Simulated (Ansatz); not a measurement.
**ScAl3: density, localisation and related maps**

Input

```
crystal:
  lattice:
    - [4.2695438194, 0.0, 0.0]
    - [0.0, 4.0642772896, 0.0]
    - [0.0, 0.0, 4.0642772896]
  atoms:
    - { symbol: Sc, position: [0.0, 0.0, 0.0] }
    - { symbol: Al, position: [0.5, 0.0, 0.5] }
    - { symbol: Al, position: [0.0, 0.5, 0.5] }
    - { symbol: Al, position: [0.5, 0.5, 0.0] }
basis:
  ecutwfc: 420
kpoints:
  mp_grid: { grid: [12, 12, 12] }
hamiltonian:
  xc: pbe
scf:
  occupations: { method: gaussian, width: 0.1 }
output:
  forces: true
  stress: true
  eigenvalues: true
  write_density: true
  write_potential: true
  elf: true
  volumetric_format: npy
relax:
  adjacent_minimum: "off"
  f_tol: 0.008
  max_steps: 40
  cell: { stress_tol: 0.015, fix: [a, angles] }
```

Command:

```sh
ansatz run input.yaml --threads 1 --pin off --max-ram 2560MiB --backend cpu --events-out ev --progress --plain --runs-dir out
```

Below, planes, directions and counts refer to the conventional cell (a = 4.08 Å, b = 4.08 Å, c = 4.27 Å, α = 90.00°, β = 90.00°, γ = 90.00°).

The fields are those of the run's last geometry, not of the input's.

Space group P4/mmm; a structure from a database of computed crystals, not necessarily the ambient phase; changed on purpose from its base cell (uniaxial strain along a, b, c and atoms relaxed: +4.0 %); computed pressure about −2 GPa in this cell.

All numbers below come from Ansatz 0.2.0, DFT PBE, scalar-relativistic, plane waves, PAW.

Core electrons are frozen (PAW), and the valence fields are smoothed inside the atomic spheres.

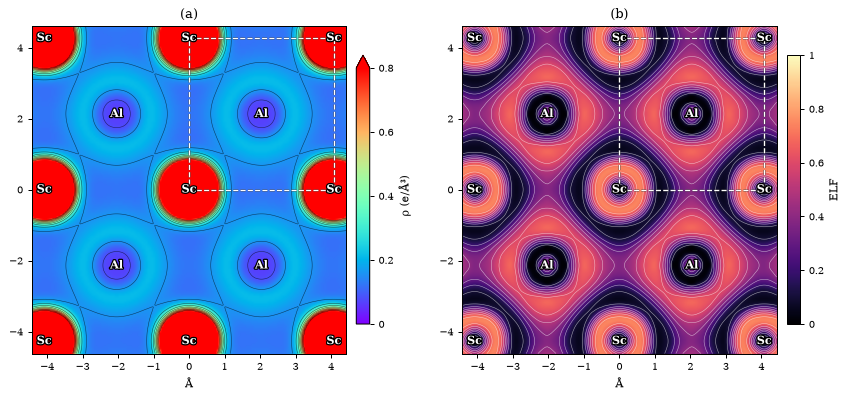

Figure 1. (a) valence charge density (pseudo); (b) electron localisation function on the (010) plane of the conventional cell.

Question: Describe what can be read from this map.

Answer: The plane passes through Sc and Al nuclei. Sc–Al (2.95 Å): ρ at the midpoint is about 0.16 e/Å³; the ELF peaks at about 0.60 in the valence shell of Al, 1.1 Å from its nucleus, and is about 0.30 at the midpoint. Between the atoms the lowest density in this plane is 0.12 e/Å³. The features right at Sc lie inside the PAW spheres, where the map follows smoothed inner orbitals and isn't to be read closely.

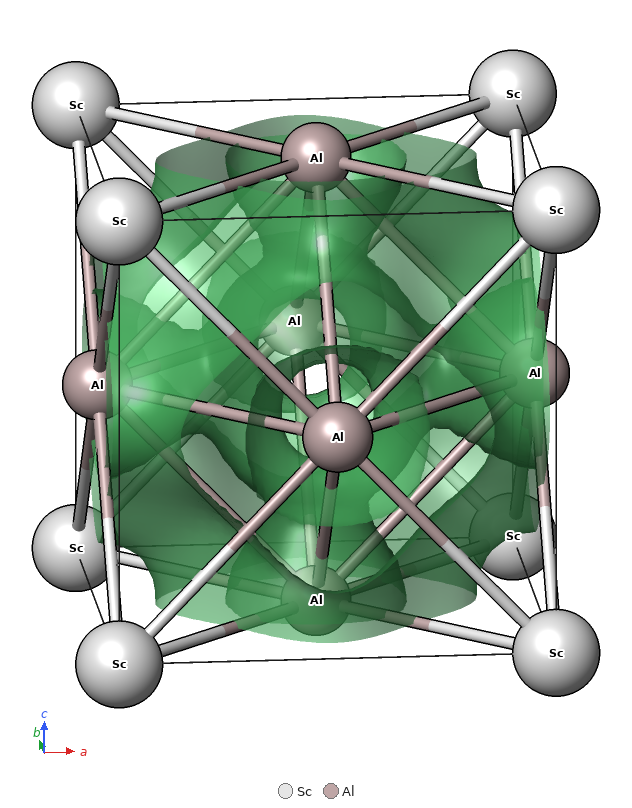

Figure 2. Isosurface of the electron localisation function at 0.55 (green), seen at an oblique angle. Only the valence region is drawn (cores and ρ < 0.01 e/Å³ removed). Sticks mark near contacts.

Question: What do the ELF domains correspond to?

Answer: The ELF exceeds this value in one network that runs through the whole crystal, counted in one cell of 4 atoms. Any copies at cell faces, edges or corners count once.


Sc–Al (2.89 Å): the ELF peaks at about 0.60 in the valence shell of Al, 1.0 Å from its nucleus, and is about 0.30 at the midpoint. Al–Al (2.89 Å): the ELF peaks at about 0.70 between the atoms.

Question: Metal or insulator at this level of theory?

Answer: It is gapless in this calculation (a metal or semimetal).
